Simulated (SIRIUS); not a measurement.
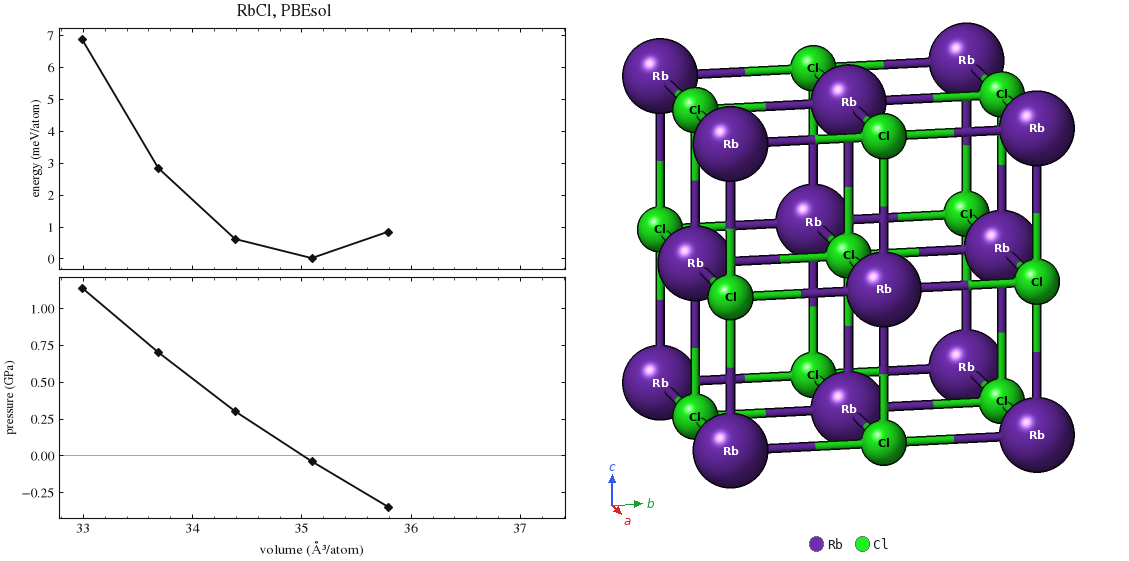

The figure shows the energy and pressure against volume for RbCl, space group Fm-3m (No. 225). The conventional cell is drawn beside the plot.

The given structure:
```yaml
crystal:
  lattice:
    - [0.00000, 3.27400, 3.27400]
    - [3.27400, 0.00000, 3.27400]
    - [3.27400, 3.27400, 0.00000]
  atoms:
    - { symbol: Rb, position: [0.00000, 0.00000, 0.00000] }
    - { symbol: Cl, position: [0.50000, 0.50000, 0.50000] }
```

How it was computed, with SIRIUS 7.12.0: plane-wave DFT, no spin polarisation; energies at scaled volumes of the given cell, shape and fractions fixed, counted from the fit's minimum, third-order Birch-Murnaghan fit. Level: PBEsol.

k mesh 7×7×7; occupations Fermi–Dirac; smearing width 0.05 eV; potentials dojo sr pbesol 0.4.1 standard; wave cutoff 806.7 eV; density cutoff 3227 eV.

The points at volume 36.50 Å³/atom and 37.20 Å³/atom are left out of the plot. What values does the calculation give there?

```csv
volume (Å³/atom),energy (meV/atom),pressure (GPa)
36.50,2.94,-0.62
37.20,6.16,-0.86
```
